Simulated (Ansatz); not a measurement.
# Geometry relaxation, with input and output: TiAl₂ (part 1 of 2)

TiAl₂ (6 atoms in the cell), computed with DFT PBEsol, scalar-relativistic, plane waves, PAW, no spin polarisation (Ansatz 0.2.0).

The structure derives from an entry of the Crystallography Open Database. It belongs to a series of runs on one base structure; here: relaxed functional: PBEsol.

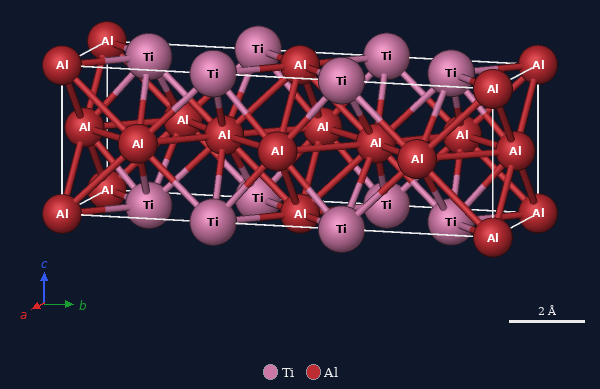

**Figure 1.** The structure as given in the input (ball-and-stick view of the cell 2 times as large as that of the calculation, set on its symmetry axes, seen slightly off an axis). An atom can appear more than once, as a periodic image.

### The input
```yaml
crystal:
  lattice:
    - [1.97955, -6.0472, 0.0]
    - [1.97955, 6.0472, 0.0]
    - [0.0, 0.0, 4.0315]
  atoms:
    - { symbol: Ti, position: [0.649, 0.351, 0.0] }
    - { symbol: Ti, position: [0.351, 0.649, 0.0] }
    - { symbol: Al, position: [0.0, 0.0, 0.0] }
    - { symbol: Al, position: [0.824, 0.176, 0.5] }
    - { symbol: Al, position: [0.176, 0.824, 0.5] }
    - { symbol: Al, position: [0.5, 0.5, 0.5] }
basis:
  ecutwfc: 420
kpoints:
  mp_grid: { grid: [10, 10, 10] }
hamiltonian:
  xc: pbesol
scf:
  occupations: { method: gaussian, width: 0.1 }
output:
  forces: true
  stress: true
  eigenvalues: true
  write_density: true
  write_potential: true
  elf: true
  volumetric_format: npy
relax:
  adjacent_minimum: "off"
  f_tol: 0.01
  max_steps: 60
  cell: { stress_tol: 0.05 }
```

Run on 1 thread of Intel Xeon @ 2.50GHz (Skylake/Cascade Lake), 189 GiB of memory available, shared host.

Launched with:
```bash
ansatz run input.yaml --threads 1 --pin off --max-ram 2560MiB --backend cpu --events-out ev --progress --plain --runs-dir out
```

### The program's output
```
Engine: ansatz 0.2.0, x86_64-unknown-linux-gnu
Pseudopotentials: kind: paw
Pseudopotential: Ti, paw, valence charge 12, recommended cutoff 420 eV (normal), Ti.paw.azcp
Pseudopotential: Al, paw, valence charge 3, recommended cutoff 420 eV (normal), Al.paw.azcp
Functional definition: PBEsol
  exchange = pbesol_x
  correlation = pbesol_c
Crystal: 6 atoms, lattice volume = 96.520 Å³
Basis set: ecut = 420 eV, 1899 PW (Γ), exchange–correlation on 90×90×54 points (8 copies of the dense FFT grid, shifted against one another)
Bands: 24, of which v1, the nominal top of the filled ones, is band 18 counted from 1 (17 counted from 0)
Symmetry: 8 space group operations
Space group: Cmmm (ITA 65), of the structure as read, at distance tolerance 4.6e-5 Å
k-points: 186 of 1000
Non-local potential: Ti, projectors of the file, l = 0: 3, l = 1: 2, l = 2: 3, l = 3: 1
Non-local potential: Al, projectors of the file, l = 0: 2, l = 1: 2, l = 2: 1
PAW form: soft (Blöchl's): semilocal exchange-correlation on the pseudo side does not see the compensation charge
PAW frozen core: Ti, regenerated for the run's functional, and the local potential with it (the file was generated under x = pbe(κ = 0.804, μ = 0.2195149727645171), c = pbe(β = 0.06672455060314922))
PAW frozen core: Al, regenerated for the run's functional, and the local potential with it (the file was generated under x = pbe(κ = 0.804, μ = 0.2195149727645171), c = pbe(β = 0.06672455060314922))
PAW one-centre angular grid: Ti, 590 points (default); XC on 64 Gauss nodes
PAW one-centre angular grid: Al, 110 points (default); XC on 64 Gauss nodes
Initial density: superposition of atomic densities (neutral atoms: chi_scale 0, normalization atom), corrected by the library's trained network
Initial wavefunctions: pseudopotential atomic-orbital guess
Functional: x = pbesol(κ = 0.804, μ = 0.12345679012345678), c = pbesol(β = 0.046)
SCF iter   1: F=—  HF=-7048.484660 eV  |F-HF|=—  |Δ(HF+E_count)|=         —  Δρ=4.40e-3  dr2=1.26e-2  ethr=1.77e-3  ⟨swp⟩=6.1  Hψ=22591  notcnv=0
preconditioner: auto → Kerker (q_TF=auto, 2.315 Å⁻¹)  [metal: Δε(μ)=0.009 eV  Ē_g=4.707 eV  σ=0.100 eV  W_gap=0.05  n_scr=26 (ndim 8)  ℏωp=16.9 eV  f_vac=0.000  D(μ)=2.37/eV (n_scr^D=14)]
SCF iter   2: F=—  HF=-7048.481651 eV  |F-HF|=—  |Δ(HF+E_count)|=   3.01e-3  Δρ=1.93e-3  dr2=3.13e-3  ethr=3.51e-5  ⟨swp⟩=2.8  Hψ=9140  notcnv=0  defer=67
SCF iter   3: F=—  HF=-7048.481091 eV  |F-HF|=—  |Δ(HF+E_count)|=   5.59e-4  Δρ=5.30e-4  dr2=4.33e-4  ethr=8.70e-6  ⟨swp⟩=2.7  Hψ=6698  notcnv=0  defer=67
SCF iter   4: F=—  HF=-7048.481014 eV  |F-HF|=—  |Δ(HF+E_count)|=   7.77e-5  Δρ=5.34e-5  dr2=4.56e-6  ethr=1.20e-6  ⟨swp⟩=2.0  Hψ=5769  notcnv=0  defer=67
SCF iter   5: F=—  HF=-7048.481147 eV  |F-HF|=—  |Δ(HF+E_count)|=   1.33e-4  Δρ=1.77e-5  dr2=2.84e-7  ethr=1.27e-8  ⟨swp⟩=2.0  Hψ=6048  notcnv=0  defer=67
SCF iter   6: F=-7048.481147 eV  HF=-7048.481147 eV  |F-HF|=8.16e-9  |Δ(HF+E_count)|=   4.08e-8  Δρ=3.49e-6  dr2=1.34e-8  ethr=2.78e-10  ⟨swp⟩=10.9  Hψ=26814  notcnv=0
SCF 1 converged in 6 iterations: F = -7048.481147 eV  dr2 = 1.34e-8
  greatest PAW one-centre occupation: 0.999 electrons in one spin orbital (limit 2), on the Ti atom at site 1 (counted from 0), in its partial waves of l = 0
relax step   1: F+E_penalty+E_count = -7048.48114691 eV  Δ(F+E_penalty+E_count) = +0.000e0 eV  max|allowed force component| = 8.591e-1 eV/Å  Δτ_max = 0.0000 Å  P = -2.806 GPa  Ω = 96.520 Å³  (6 SCF iters, dr2 threshold 1.00e-7 eV, accepted)
Crystal: 6 atoms, lattice volume = 89.417 Å³
Basis set: ecut = 420 eV, 1761 PW (Γ), exchange–correlation on 90×90×54 points (8 copies of the dense FFT grid, shifted against one another)
Initial density: handed on by an earlier stage of this run
Initial wavefunctions: those handed on with the density
iter 1 solved again at ethr=3.10e-3 eV; its pass at ethr=3.10e-3 eV (dr2=1.11e0 eV) is discarded
SCF iter   1: F=—  HF=-7048.640554 eV  |F-HF|=—  |Δ(HF+E_count)|=         —  Δρ=2.07e-2  dr2=1.12e0  ethr=3.10e-3  ⟨swp⟩=1.0  Hψ=26949  notcnv=0
preconditioner: auto → Kerker (q_TF=auto, 2.344 Å⁻¹)  [metal: Δε(μ)=0.012 eV  Ē_g=4.909 eV  σ=0.100 eV  W_gap=0.07  n_scr=18 (ndim 8)  ℏωp=17.6 eV  f_vac=0.000  D(μ)=3.28/eV (n_scr^D=26)]
SCF iter   2: F=—  HF=-7048.499286 eV  |F-HF|=—  |Δ(HF+E_count)|=   1.41e-1  Δρ=1.12e-2  dr2=4.15e-1  ethr=3.10e-3  ⟨swp⟩=1.3  Hψ=4565  notcnv=0
SCF iter   3: F=—  HF=-7048.415875 eV  |F-HF|=—  |Δ(HF+E_count)|=   8.34e-2  Δρ=1.35e-3  dr2=3.44e-3  ethr=1.15e-3  ⟨swp⟩=2.1  Hψ=6955  notcnv=0  defer=20
SCF iter   4: F=—  HF=-7048.415208 eV  |F-HF|=—  |Δ(HF+E_count)|=   6.67e-4  Δρ=5.45e-4  dr2=2.76e-4  ethr=9.55e-6  ⟨swp⟩=2.4  Hψ=7728  notcnv=0  defer=22
SCF iter   5: F=—  HF=-7048.415181 eV  |F-HF|=—  |Δ(HF+E_count)|=   2.78e-5  Δρ=1.25e-4  dr2=1.90e-5  ethr=7.68e-7  ⟨swp⟩=2.0  Hψ=5746  notcnv=0  defer=22
SCF iter   6: F=—  HF=-7048.415177 eV  |F-HF|=—  |Δ(HF+E_count)|=   4.06e-6  Δρ=3.18e-5  dr2=9.90e-7  ethr=5.28e-8  ⟨swp⟩=2.3  Hψ=6535  notcnv=0  defer=22
SCF iter   7: F=-7048.415176 eV  HF=-7048.415176 eV  |F-HF|=1.50e-8  |Δ(HF+E_count)|=   3.24e-7  Δρ=4.66e-6  dr2=2.48e-8  ethr=1.67e-9  ⟨swp⟩=10.6  Hψ=29144  notcnv=0
SCF 2 converged in 7 iterations: F = -7048.415176 eV  dr2 = 2.48e-8
relax step   2: F+E_penalty+E_count = -7048.41517620 eV  Δ(F+E_penalty+E_count) = +6.597e-2 eV  max|allowed force component| = 1.310e0 eV/Å  Δτ_max = 0.1858 Å  P = +5.702 GPa  Ω = 89.417 Å³  energy of the carried Pulay correction = +2.033e-3 eV  (7 SCF iters, dr2 threshold 6.00e-7 eV, rejected (line search))
Crystal: 6 atoms, lattice volume = 93.727 Å³
Basis set: ecut = 420 eV, 1843 PW (Γ), exchange–correlation on 90×90×54 points (8 copies of the dense FFT grid, shifted against one another)
iter 1 solved again at ethr=1.35e-3 eV; its pass at ethr=3.10e-3 eV (dr2=4.87e-1 eV) is discarded
SCF iter   1: F=—  HF=-7048.693573 eV  |F-HF|=—  |Δ(HF+E_count)|=         —  Δρ=1.34e-2  dr2=4.90e-1  ethr=1.35e-3  ⟨swp⟩=1.0  Hψ=27192  notcnv=0
preconditioner: auto → Kerker (q_TF=auto, 2.326 Å⁻¹)  [metal: Δε(μ)=0.019 eV  Ē_g=4.850 eV  σ=0.100 eV  W_gap=0.10  n_scr=26 (ndim 8)  ℏωp=17.2 eV  f_vac=0.000  D(μ)=2.46/eV (n_scr^D=14)]
SCF iter   2: F=—  HF=-7048.633718 eV  |F-HF|=—  |Δ(HF+E_count)|=   5.99e-2  Δρ=7.10e-3  dr2=1.74e-1  ethr=1.35e-3  ⟨swp⟩=2.0  Hψ=5519  notcnv=0
SCF iter   3: F=—  HF=-7048.598927 eV  |F-HF|=—  |Δ(HF+E_count)|=   3.48e-2  Δρ=1.15e-3  dr2=4.27e-3  ethr=4.84e-4  ⟨swp⟩=2.0  Hψ=6826  notcnv=0
SCF iter   4: F=—  HF=-7048.598038 eV  |F-HF|=—  |Δ(HF+E_count)|=   8.89e-4  Δρ=4.00e-4  dr2=1.38e-4  ethr=1.19e-5  ⟨swp⟩=2.3  Hψ=7076  notcnv=0
SCF iter   5: F=—  HF=-7048.598009 eV  |F-HF|=—  |Δ(HF+E_count)|=   2.84e-5  Δρ=8.96e-5  dr2=8.35e-6  ethr=3.83e-7  ⟨swp⟩=2.0  Hψ=5696  notcnv=0
SCF iter   6: F=—  HF=-7048.598085 eV  |F-HF|=—  |Δ(HF+E_count)|=   7.60e-5  Δρ=2.08e-5  dr2=4.07e-7  ethr=2.32e-8  ⟨swp⟩=2.3  Hψ=6997  notcnv=0
SCF iter   7: F=—  HF=-7048.598085 eV  |F-HF|=—  |Δ(HF+E_count)|=   6.31e-8  Δρ=3.50e-6  dr2=1.13e-8  ethr=1.13e-9  ⟨swp⟩=2.0  Hψ=7048  notcnv=0
SCF iter   8: F=—  HF=-7048.598085 eV  |F-HF|=—  |Δ(HF+E_count)|=   1.05e-9  Δρ=6.64e-7  dr2=3.30e-10  ethr=3.13e-11  ⟨swp⟩=2.9  Hψ=7255  notcnv=0
SCF iter   9: F=-7048.598085 eV  HF=-7048.598085 eV  |F-HF|=1.91e-11  |Δ(HF+E_count)|=  6.37e-11  Δρ=1.51e-7  dr2=2.86e-11  ethr=1.00e-12  ⟨swp⟩=7.9  Hψ=19770  notcnv=0
the search or the solves at the SCF's close seem to have found levels that the self-consistency loop had missed (the run counts 1). By its estimate they hold under 1e-12 electrons; where the run keeps them, the occupations were computed again with them
SCF 3 converged in 9 iterations: F = -7048.598085 eV  dr2 = 2.86e-11
relax step   3: F+E_penalty+E_count = -7048.59808542 eV  Δ(F+E_penalty+E_count) = -1.169e-1 eV  max|allowed force component| = 1.291e-1 eV/Å  Δτ_max = 0.0738 Å  P = -0.319 GPa  Ω = 93.727 Å³  energy of the carried Pulay correction = +7.813e-4 eV  (9 SCF iters, accepted)
Crystal: 6 atoms, lattice volume = 93.272 Å³
Basis set: ecut = 420 eV, 1835 PW (Γ), exchange–correlation on 90×90×54 points (8 copies of the dense FFT grid, shifted against one another)
iter 1 solved again at ethr=1.23e-5 eV; its pass at ethr=3.10e-3 eV (dr2=4.45e-3 eV) is discarded
SCF iter   1: F=—  HF=-7048.602015 eV  |F-HF|=—  |Δ(HF+E_count)|=         —  Δρ=1.55e-3  dr2=4.46e-3  ethr=1.23e-5  ⟨swp⟩=1.0  Hψ=21880  notcnv=0
preconditioner: auto → Kerker (q_TF=auto, 2.328 Å⁻¹)  [metal: Δε(μ)=0.008 eV  Ē_g=4.804 eV  σ=0.100 eV  W_gap=0.05  n_scr=26 (ndim 8)  ℏωp=17.2 eV  f_vac=0.000  D(μ)=2.64/eV (n_scr^D=18)]
SCF iter   2: F=—  HF=-7048.601409 eV  |F-HF|=—  |Δ(HF+E_count)|=   6.06e-4  Δρ=8.27e-4  dr2=1.70e-3  ethr=1.23e-5  ⟨swp⟩=1.0  Hψ=4468  notcnv=0
SCF iter   3: F=—  HF=-7048.601038 eV  |F-HF|=—  |Δ(HF+E_count)|=   3.70e-4  Δρ=1.16e-4  dr2=3.08e-5  ethr=4.72e-6  ⟨swp⟩=2.0  Hψ=5751  notcnv=0
SCF iter   4: F=—  HF=-7048.601104 eV  |F-HF|=—  |Δ(HF+E_count)|=   6.60e-5  Δρ=4.60e-5  dr2=1.71e-6  ethr=8.54e-8  ⟨swp⟩=2.0  Hψ=6147  notcnv=0
iter 5 did not close the SCF: its close was put off for the readings that it lacked (scf_convergence_deferred on its scf_iter line)
SCF iter   5: F=-7048.601104 eV  HF=-7048.601104 eV  |F-HF|=9.51e-8  |Δ(HF+E_count)|=   3.06e-7  Δρ=1.11e-5  dr2=1.32e-7  ethr=4.74e-9  ⟨swp⟩=2.1  Hψ=5787  notcnv=0
SCF iter   6: F=-7048.601104 eV  HF=-7048.601104 eV  |F-HF|=2.80e-9  |Δ(HF+E_count)|=   3.36e-8  Δρ=2.41e-6  dr2=5.65e-9  ethr=3.67e-10  ⟨swp⟩=5.1  Hψ=24681  notcnv=0
SCF 4 converged in 6 iterations: F = -7048.601104 eV  dr2 = 5.65e-9
relax step   4: F+E_penalty+E_count = -7048.60110409 eV  Δ(F+E_penalty+E_count) = -3.019e-3 eV  max|allowed force component| = 1.987e-2 eV/Å  Δτ_max = 0.0142 Å  P = +0.152 GPa  Ω = 93.272 Å³  energy of the carried Pulay correction = +9.107e-4 eV  (6 SCF iters, dr2 threshold 6.00e-7 eV, accepted)
Crystal: 6 atoms, lattice volume = 93.519 Å³
iter 1 solved again at ethr=2.05e-7 eV; its pass at ethr=3.10e-3 eV (dr2=7.40e-5 eV) is discarded
SCF iter   1: F=—  HF=-7048.600984 eV  |F-HF|=—  |Δ(HF+E_count)|=         —  Δρ=1.60e-4  dr2=7.19e-5  ethr=2.05e-7  ⟨swp⟩=2.1  Hψ=25064  notcnv=0
preconditioner: auto → Kerker (q_TF=auto, 2.327 Å⁻¹)  [metal: Δε(μ)=0.010 eV  Ē_g=4.799 eV  σ=0.100 eV  W_gap=0.06  n_scr=26 (ndim 8)  ℏωp=17.2 eV  f_vac=0.000  D(μ)=2.65/eV (n_scr^D=18)]
SCF iter   2: F=—  HF=-7048.601050 eV  |F-HF|=—  |Δ(HF+E_count)|=   6.63e-5  Δρ=9.88e-5  dr2=2.90e-5  ethr=2.00e-7  ⟨swp⟩=1.0  Hψ=4464  notcnv=0
SCF iter   3: F=—  HF=-7048.601042 eV  |F-HF|=—  |Δ(HF+E_count)|=   8.55e-6  Δρ=1.40e-5  dr2=3.08e-7  ethr=8.07e-8  ⟨swp⟩=2.0  Hψ=6089  notcnv=0
iter 4 did not close the SCF: its close was put off for the readings that it lacked (scf_convergence_deferred on its scf_iter line)
SCF iter   4: F=-7048.601042 eV  HF=-7048.601042 eV  |F-HF|=7.24e-9  |Δ(HF+E_count)|=   9.85e-8  Δρ=3.76e-6  dr2=1.08e-8  ethr=8.54e-10  ⟨swp⟩=2.0  Hψ=6295  notcnv=0
iter 5 did not close the SCF: its close was put off for the readings that it lacked (scf_convergence_deferred on its scf_iter line)
SCF iter   5: F=-7048.601042 eV  HF=-7048.601042 eV  |F-HF|=1.10e-9  |Δ(HF+E_count)|=   3.43e-9  Δρ=1.12e-6  dr2=1.68e-9  ethr=2.99e-11  ⟨swp⟩=2.0  Hψ=7347  notcnv=0
SCF iter   6: F=-7048.601042 eV  HF=-7048.601042 eV  |F-HF|=1.47e-10  |Δ(HF+E_count)|=  1.95e-10  Δρ=4.06e-7  dr2=1.88e-10  ethr=4.68e-12  ⟨swp⟩=4.0  Hψ=19492  notcnv=0
SCF 5 converged in 6 iterations: F = -7048.601042 eV  dr2 = 1.88e-10
relax step   5: F+E_penalty+E_count = -7048.60104181 eV  Δ(F+E_penalty+E_count) = +6.228e-5 eV  max|allowed force component| = 1.470e-2 eV/Å  Δτ_max = 0.0027 Å  P = -0.168 GPa  Ω = 93.519 Å³  energy of the carried Pulay correction = +8.404e-4 eV  (6 SCF iters, dr2 threshold 8.27e-8 eV, accepted)
Crystal: 6 atoms, lattice volume = 93.390 Å³
iter 1 solved again at ethr=6.72e-8 eV; its pass at ethr=3.10e-3 eV (dr2=2.42e-5 eV) is discarded
SCF iter   1: F=—  HF=-7048.601103 eV  |F-HF|=—  |Δ(HF+E_count)|=         —  Δρ=1.40e-4  dr2=2.62e-5  ethr=6.72e-8  ⟨swp⟩=2.6  Hψ=25003  notcnv=0
preconditioner: auto → Kerker (q_TF=auto, 2.328 Å⁻¹)  [metal: Δε(μ)=0.011 eV  Ē_g=4.804 eV  σ=0.100 eV  W_gap=0.06  n_scr=26 (ndim 8)  ℏωp=17.2 eV  f_vac=0.000  D(μ)=2.64/eV (n_scr^D=18)]
SCF iter   2: F=—  HF=-7048.601176 eV  |F-HF|=—  |Δ(HF+E_count)|=   7.31e-5  Δρ=7.49e-5  dr2=9.44e-6  ethr=6.72e-8  ⟨swp⟩=1.2  Hψ=4509  notcnv=0
SCF iter   3: F=—  HF=-7048.601173 eV  |F-HF|=—  |Δ(HF+E_count)|=   2.79e-6  Δρ=1.70e-5  dr2=5.27e-7  ethr=2.62e-8  ⟨swp⟩=2.0  Hψ=5965  notcnv=0
iter 4 did not close the SCF: its close was put off for the readings that it lacked (scf_convergence_deferred on its scf_iter line)
SCF iter   4: F=-7048.601173 eV  HF=-7048.601173 eV  |F-HF|=9.64e-9  |Δ(HF+E_count)|=   1.69e-7  Δρ=4.34e-6  dr2=1.69e-8  ethr=1.46e-9  ⟨swp⟩=2.0  Hψ=6118  notcnv=0
iter 5 did not close the SCF: its close was put off for the readings that it lacked (scf_convergence_deferred on its scf_iter line)
SCF iter   5: F=-7048.601173 eV  HF=-7048.601173 eV  |F-HF|=7.29e-10  |Δ(HF+E_count)|=   3.71e-9  Δρ=1.24e-6  dr2=1.21e-9  ethr=4.69e-11  ⟨swp⟩=2.0  Hψ=6337  notcnv=0
SCF iter   6: F=-7048.601173 eV  HF=-7048.601173 eV  |F-HF|=3.00e-11  |Δ(HF+E_count)|=  2.23e-10  Δρ=2.52e-7  dr2=5.99e-11  ethr=3.35e-12  ⟨swp⟩=3.7  Hψ=20075  notcnv=0
SCF 6 converged in 6 iterations: F = -7048.601173 eV  dr2 = 5.99e-11
relax step   6: F+E_penalty+E_count = -7048.60117264 eV  Δ(F+E_penalty+E_count) = -1.308e-4 eV  max|allowed force component| = 2.175e-4 eV/Å  Δτ_max = 0.0013 Å  P = -0.000 GPa  Ω = 93.390 Å³  energy of the carried Pulay correction = +8.772e-4 eV  (6 SCF iters, accepted)
Initial wavefunctions: pseudopotential atomic-orbital guess (no wavefunctions were taken with the density)
iter 1 solved again at ethr=1.42e-7 eV; its pass at ethr=3.10e-3 eV (dr2=5.11e-5 eV) is discarded
SCF iter   1: F=—  HF=-7048.600366 eV  |F-HF|=—  |Δ(HF+E_count)|=         —  Δρ=2.40e-5  dr2=7.53e-8  ethr=1.42e-7  ⟨swp⟩=2.8  Hψ=33003  notcnv=0
SCF iter   2: F=—  HF=-7048.600445 eV  |F-HF|=—  |Δ(HF+E_count)|=   7.92e-5  Δρ=1.25e-5  dr2=1.56e-8  ethr=2.09e-10  ⟨swp⟩=2.0  Hψ=6335  notcnv=0
SCF iter   3: F=—  HF=-7048.600445 eV  |F-HF|=—  |Δ(HF+E_count)|=   3.54e-8  Δρ=1.46e-6  dr2=3.66e-10  ethr=4.33e-11  ⟨swp⟩=2.7  Hψ=6477  notcnv=0
iter 4 did not close the SCF: its close was put off for the readings that it lacked (scf_convergence_deferred on its scf_iter line)
SCF iter   4: F=-7048.600445 eV  HF=-7048.600445 eV  |F-HF|=2.46e-11  |Δ(HF+E_count)|=  4.53e-10  Δρ=2.31e-7  dr2=4.90e-11  ethr=1.02e-12  ⟨swp⟩=3.0  Hψ=7907  notcnv=0
iter 5 did not close the SCF: its close was put off for the readings that it lacked (scf_convergence_deferred on its scf_iter line)
SCF iter   5: F=-7048.600445 eV  HF=-7048.600445 eV  |F-HF|=2.73e-12  |Δ(HF+E_count)|=    0.00e0  Δρ=4.97e-8  dr2=1.69e-12  ethr=1.00e-12  ⟨swp⟩=1.0  Hψ=4464  notcnv=0
iter 6 did not close the SCF: its close was put off for the readings that it lacked (scf_convergence_deferred on its scf_iter line)
SCF iter   6: F=-7048.600445 eV  HF=-7048.600445 eV  |F-HF|=9.09e-13  |Δ(HF+E_count)|=  3.64e-12  Δρ=1.07e-8  dr2=2.21e-13  ethr=1.00e-12  ⟨swp⟩=1.0  Hψ=4464  notcnv=0
iter 7 did not close the SCF: its close was put off for the readings that it lacked (scf_convergence_deferred on its scf_iter line)
SCF iter   7: F=-7048.600445 eV  HF=-7048.600445 eV  |F-HF|=0.00e0  |Δ(HF+E_count)|=  1.82e-12  Δρ=3.48e-9  dr2=6.99e-15  ethr=1.00e-12  ⟨swp⟩=1.0  Hψ=4464  notcnv=0
SCF iter   8: F=-7048.600445 eV  HF=-7048.600445 eV  |F-HF|=1.82e-12  |Δ(HF+E_count)|=  1.82e-12  Δρ=7.55e-10  dr2=4.28e-16  ethr=1.00e-12  ⟨swp⟩=2.0  Hψ=13007  notcnv=0
SCF 7 converged in 8 iterations: F = -7048.600445 eV  dr2 = 4.28e-16
relax step   7: F+E_penalty+E_count = -7048.60044518 eV  Δ(F+E_penalty+E_count) = +7.275e-4 eV  max|allowed force component| = 3.382e-4 eV/Å  Δτ_max = 0.0000 Å  P = -0.016 GPa  Ω = 93.390 Å³  stress off target by 2.11e-2 GPa  SCF on the basis re-selected at this cell (its energy is not comparable with the rows above)  (8 SCF iters)
```
